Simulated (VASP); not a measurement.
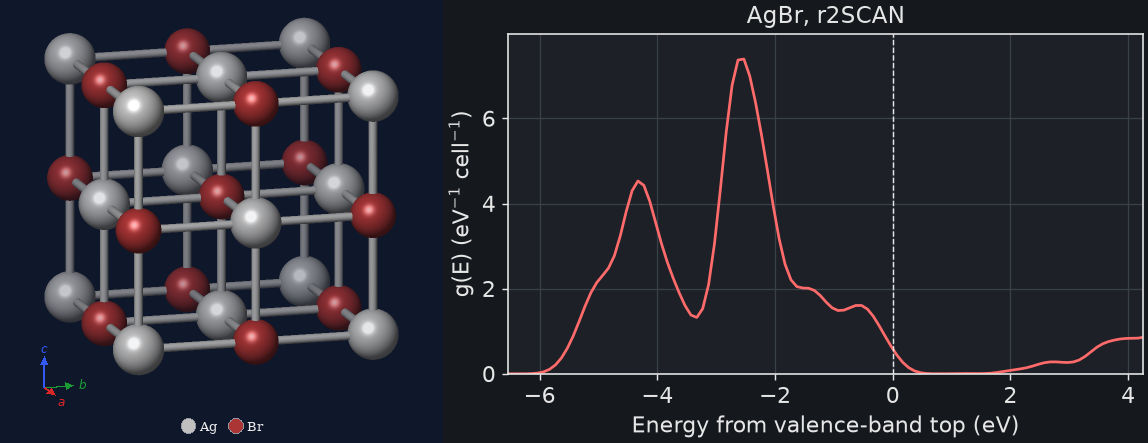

Density of states, beside the structure. Energies are counted from the top of the valence band. The DOS curve is built from the levels of the k mesh with Gaussians 0.55 eV wide, which also blur the band edges; ripples of that width can come from the mesh.

The material is rocksalt AgBr, space group Fm-3m, 2 atoms in the primitive cell; cubic a = 5.673 Å.

VASP 6.6.1; r2SCAN, VASP PAW PBE potentials, release 64 (Ag, Br), no spin polarisation, no spin-orbit coupling, 8×8×8 k mesh, 520 eV cutoff.

> Metal or insulator, going by the density of states?

There is a gap; over the k points computed it is 1.25 eV (indirect; the smallest direct gap on the k mesh is 3.42 eV).

> Where is the tallest peak of the filled states in the window?

Within the window shown, the tallest peak of the filled states lies 2.5 eV under the valence-band top, at about 7.4 states per eV and cell.

The PAW data sets were made with another functional. Spin-orbit coupling is left out, which matters for Br. LDA, GGA and most meta-GGA functionals understate gaps. The cell is at 3 GPa in this functional. The cell was derived from a database entry in an earlier step, so it needn't be the measured one.
